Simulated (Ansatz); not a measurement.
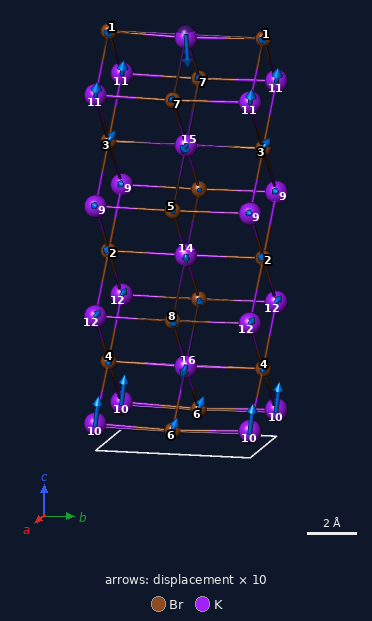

This is a relaxation of a slab of composition Br8K8. The starting structure is drawn faded, the final one solid; blue arrows show the displacements, 10 times their true length.

The picture is a ball-and-stick view of the cell of the calculation, outlined in the plane, without the vacuum, seen slightly off an axis.

Theory: DFT, PBEsol, PAW, plane waves in Ansatz.

The input:
```yaml
crystal:
  lattice:
    - [3.275000, -3.275000, 0.000000]
    - [0.000000, 0.000000, 6.550000]
    - [-20.654888, -20.654888, 0.000000]
  atoms:
    - { symbol: Br, position: [0.505238, 0.004046, 0.777783] }
    - { symbol: Br, position: [0.494212, 0.003085, 0.460249] }
    - { symbol: Br, position: [0.505701, 0.996174, 0.617680] }
    - { symbol: Br, position: [0.496331, 0.998755, 0.302358] }
    - { symbol: Br, position: [0.002329, 0.499314, 0.539909] }
    - { symbol: Br, position: [0.002820, 0.495556, 0.221314] }
    - { symbol: Br, position: [0.005709, 0.504532, 0.697980] }
    - { symbol: Br, position: [0.003204, 0.498298, 0.382168] }
    - { symbol: K, position: [0.996370, 0.002869, 0.539891] }
    - { symbol: K, position: [0.999959, 0.996466, 0.223044] }
    - { symbol: K, position: [0.995903, 0.998536, 0.698201] }
    - { symbol: K, position: [0.001993, 0.995979, 0.381181] }
    - { symbol: K, position: [0.501517, 0.499349, 0.777521] }
    - { symbol: K, position: [0.498228, 0.499284, 0.461026] }
    - { symbol: K, position: [0.505695, 0.504294, 0.619619] }
    - { symbol: K, position: [0.499487, 0.502358, 0.301594] }
kpoints:
  mp_grid: { grid: [6, 4, 1] }
hamiltonian:
  xc: pbesol
scf:
  occupations: { method: fermi_dirac, width: 0.01 }
relax:
  f_tol: 0.03
  max_steps: 80
  escape_saddle: false
  adjacent_minimum: "off"
output:
  forces: true
  eigenvalues: true
  populations: true
```

Run as
```bash
ansatz run in.yaml --threads 8 --pin off --max-ram 118750MiB --runs-dir r --events-out ev --progress --plain --backend cuda --devices 0, --max-vram 170GiB
```

> Which element moves most?

Potassium: up to 0.15 Å, against 0.07 Å for bromine.

> What did the optimiser do to the structure, and how much energy did it gain?

K13 moves most relative to the layer's centre: 0.15 Å along the normal (−c). By element the largest moves are K 0.15 Å, Br 0.07 Å. The lattice vectors keep their values. Among the contacts that change: Br4–K10 3.288 → 3.171 Å, Br1–K11 3.312 → 3.212 Å, Br7–K13 3.267 → 3.171 Å, Br4–K10 (another image) 3.264 → 3.172 Å. Among the angles between lasting bonds that change: K13–Br7–K13 89.8° → 93.8°, Br4–K10–Br4 90.0° → 93.8°, K13–Br1–K13 179.3° → 175.7°. After 3 geometry steps the energy has fallen by 50.5 meV per cell of the calculation. Largest force component: 0.14 eV/Å at the start, 0.0092 eV/Å at the end. The run took 3.5 s on 1 × NVIDIA GB200 with 8 threads of Arm Neoverse-V2, peak memory 1.9 GiB.
